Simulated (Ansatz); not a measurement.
Rh, as given below.

```
CELL_PARAMETERS angstrom
2.51248 0.00000 0.00000
0.00000 2.51248 0.00000
0.00000 0.00000 2.51248
ATOMIC_POSITIONS crystal
Rh 0.00000 0.00000 0.00000
```

It is based on the input geometry of an electronic-structure calculation (not necessarily at equilibrium); the starting structure was generated, so it need not be a known form of this composition.

Where will the first 5 clear peaks of its neutron PDF lie (peak width σ = 0.15 Å), and from which pairs do they come?

Answer. 1. 2.50 Å: Rh–Rh at 2.51 Å
2. 3.54 Å: Rh–Rh at 3.55 Å
3. 4.34 Å: Rh–Rh at 4.35 Å
4. 5.02 Å: Rh–Rh at 5.02 Å
5. 5.62 Å: Rh–Rh at 5.62 Å

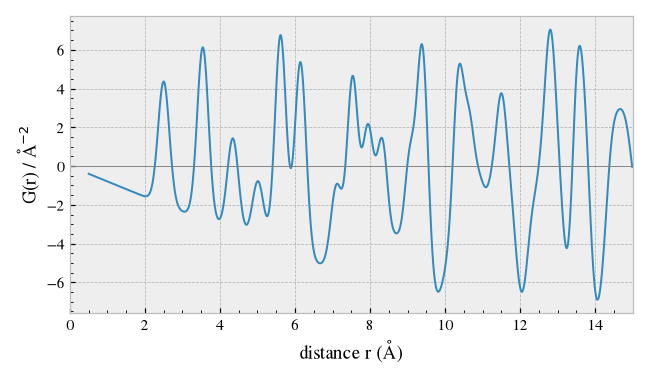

Computed neutron G(r), with each pair weighted by the product of the tabulated coherent neutron scattering lengths (natural isotope mix where the element has one) and a uniform peak width σ = 0.15 Å, damped by exp(−(Q_damp r)²/2) with Q_damp = 0.040 Å⁻¹. No termination ripples are included.
